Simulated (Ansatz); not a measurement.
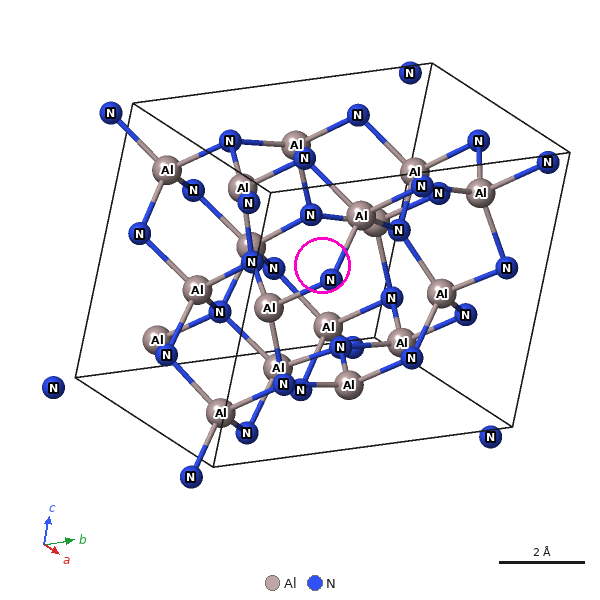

The figure gives a ball-and-stick picture of the atoms, viewed from a general direction. The edges of the supercell are marked. The host is AlN, in a cell of 36 sites, and the cell carries a charge of -3. A ring marks the defect's site.

How does this supercell depart from the perfect host?

Answer. An aluminium vacancy. Around the empty site lie four N at about 2.1 to 2.3 Å.

Results below were computed with DFT PBE, scalar-relativistic, plane waves, PAW (Ansatz 0.2.0); the settings were a kinetic-energy cutoff of 420 eV, a 2×2×2 sampling of the Brillouin zone, Gaussian smearing of 0.02 eV, collinear spins.

Is the defect spin-polarised?

Answer. No net moment.

The atoms were relaxed in the host's cell with DFT PBE, scalar-relativistic, plane waves, PAW in Ansatz.
